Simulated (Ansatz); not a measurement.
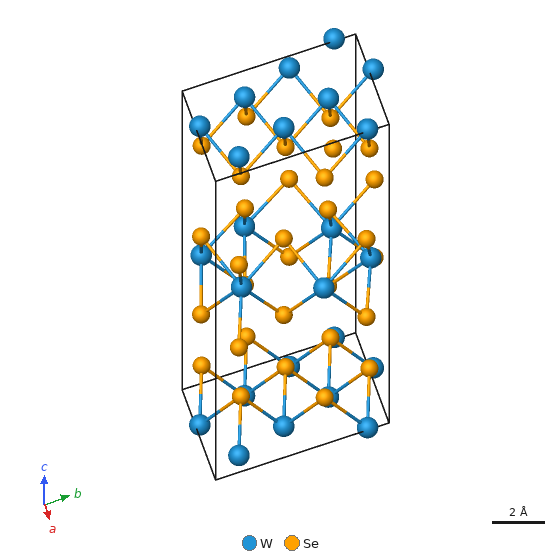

A ball-and-stick rendering, viewed from a general direction. The lines enclose the supercell; boundary atoms appear with their images. The host is WSe2, in a cell of 42 sites, and the cell is neutral.

Question: Identify the point defect.

Answer: A tungsten vacancy. Around the empty site lie six Se at about 2.5 Å.

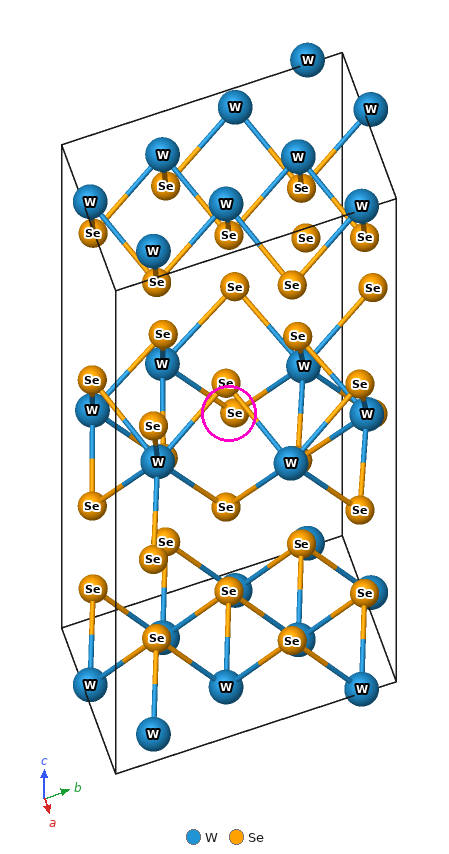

The same cell with a ring at the defect's site.

The atoms were relaxed in the host's cell with DFT PBE+D3(BJ), scalar-relativistic, plane waves, PAW in Ansatz.
